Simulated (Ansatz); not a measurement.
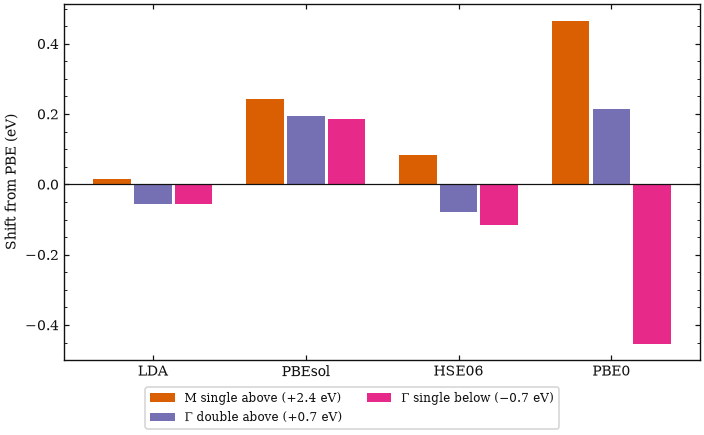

Levels near the Fermi level of NiAs-type HfN, space group P6_3/mmc, 4 atoms in the cell (a = 3.134 Å, c = 5.417 Å (hexagonal axes)), a metal, by five methods on one cell, as shifts from PBE. Each level is counted from the Fermi level of its run and named by k point, degeneracy (spin aside) and side; the legend gives its PBE energy. The cell is at 6 GPa in PBE.

Which method departs most from PBE, and how?

PBE0: it moves M single above by +0.47 eV, Γ double above by +0.21 eV and Γ single below by −0.45 eV. Exact exchange pushes filled levels down from the Fermi level and so widens the occupied bands.

| method | M single above (eV) | Γ double above (eV) | Γ single below (eV) |
| --- | --- | --- | --- |
| LDA | 2.37 | 0.60 | −0.73 |
| PBE | 2.36 | 0.66 | −0.68 |
| PBEsol | 2.60 | 0.85 | −0.49 |
| HSE06 | 2.44 | 0.58 | −0.80 |
| PBE0 | 2.82 | 0.87 | −1.13 |

Settings. LDA: Ansatz PAW, 10×10×5 k mesh, 420 eV cutoff, Fermi-Dirac smearing of 0.05 eV (Ansatz 0.2.0). PBE: Ansatz PAW, 10×10×5 k mesh, 420 eV cutoff, Fermi-Dirac smearing of 0.05 eV (Ansatz 0.2.0). PBEsol: Ansatz PAW, 8×8×4 k mesh in the self-consistent step, 420 eV cutoff, Fermi-Dirac smearing of 0.05 eV (Ansatz). HSE06: Ansatz PAW, 6×6×3 k mesh, 420 eV cutoff, Fermi-Dirac smearing of 0.05 eV (Ansatz 0.2.0). PBE0: Ansatz PAW, 6×6×3 k mesh, 420 eV cutoff, Fermi-Dirac smearing of 0.05 eV (Ansatz 0.2.0). No run carries moments or holds spin-orbit coupling.

Spin-orbit coupling is left out, which matters for Hf. The usual form of HfN is rocksalt. LDA, PBEsol, HSE06 and PBE0: the PAW data sets were made with another functional. HSE06 and PBE0: the k mesh is coarse, so the values aren't converged, least of all with exact exchange. PBEsol: the k mesh is thin for a metal, so its Fermi level is uncertain. PBE0: unscreened exact exchange wrongly thins out the states at the Fermi level of a metal. The meshes or smearings differ, which moves the Fermi levels.
